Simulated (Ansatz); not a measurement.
Cell and atoms:

```
CELL_PARAMETERS angstrom
8.91698 0.00000 0.00000
0.00000 8.91698 0.00000
0.00000 0.00000 8.91698
ATOMIC_POSITIONS crystal
Si 0.25000 0.00000 0.50000
Si 0.00000 0.25000 0.50000
Si 0.50000 0.00000 0.25000
Si 0.50000 0.25000 0.00000
Si 0.25000 0.50000 0.00000
Si 0.00000 0.50000 0.25000
O 0.85286 0.14714 0.51550
O 0.48450 0.14714 0.14714
O 0.85286 0.51550 0.14714
O 0.14714 0.85286 0.51550
O 0.51550 0.85286 0.14714
O 0.14714 0.48450 0.14714
O 0.14714 0.14714 0.48450
O 0.51550 0.14714 0.85286
O 0.14714 0.51550 0.85286
O 0.35286 0.35286 0.98450
O 0.98450 0.35286 0.35286
O 0.35286 0.98450 0.35286
Si 0.75000 0.50000 0.00000
Si 0.50000 0.75000 0.00000
Si 0.00000 0.50000 0.75000
Si 0.00000 0.75000 0.50000
Si 0.75000 0.00000 0.50000
Si 0.50000 0.00000 0.75000
O 0.35286 0.64714 0.01550
O 0.98450 0.64714 0.64714
O 0.35286 0.01550 0.64714
O 0.64714 0.35286 0.01550
O 0.01550 0.35286 0.64714
O 0.64714 0.98450 0.64714
O 0.64714 0.64714 0.98450
O 0.01550 0.64714 0.35286
O 0.64714 0.01550 0.35286
O 0.85286 0.85286 0.48450
O 0.48450 0.85286 0.85286
O 0.85286 0.48450 0.85286
```

Q: Say what kind of structure these coordinates give.

A: Chemical formula SiO2. Symmetry: I-43m (No. 217), body-centred cubic lattice. The cell has 36 atoms, namely 12 Si, 24 O. Si sits among four O in a tetrahedral arrangement at 1.61 Å. The O atoms are each bonded to two Si in a bent arrangement at 1.61 Å. The bonds build a three-dimensional framework.

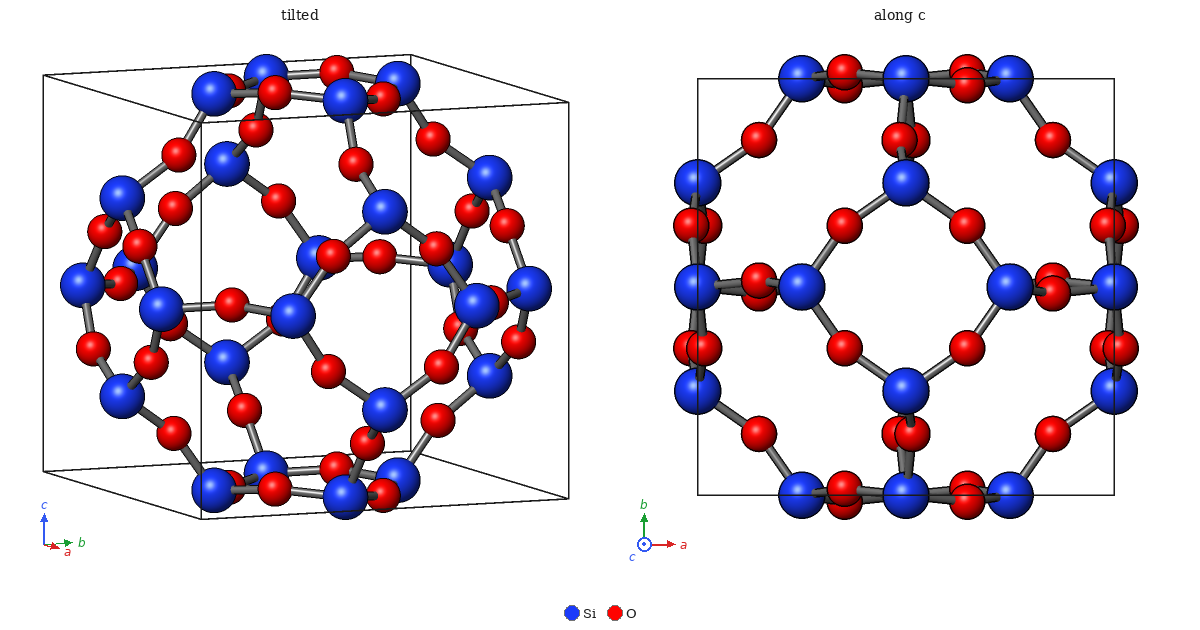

Drawn in the ball-and-stick manner and seen slightly off an axis and along the c axis. The parallelepiped is the conventional unit cell.

Origin of the cell: a structure listed in the Materials Project. Earlier steps of the study may have refined or changed the cell and positions. It was run through Ansatz as a DFT input.
